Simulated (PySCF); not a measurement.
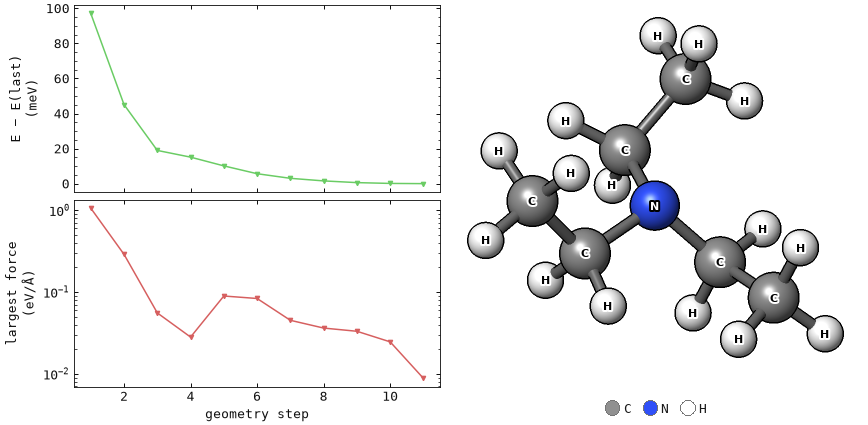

Beside the plot: the molecule at the start.

History of a geometry optimisation.

triethylamine (SMILES CCN(CC)CC); PBE0-D3(BJ)/def2-SVP, geometry optimisation in PySCF.

### How did the optimisation end?

The optimisation met its thresholds at geometry 11, counting the start as the first. The energy fell by about 97 meV from the first step to the last. The largest force goes from about 1.1 eV/Å at the start to 9 × 10⁻³ eV/Å at the end.
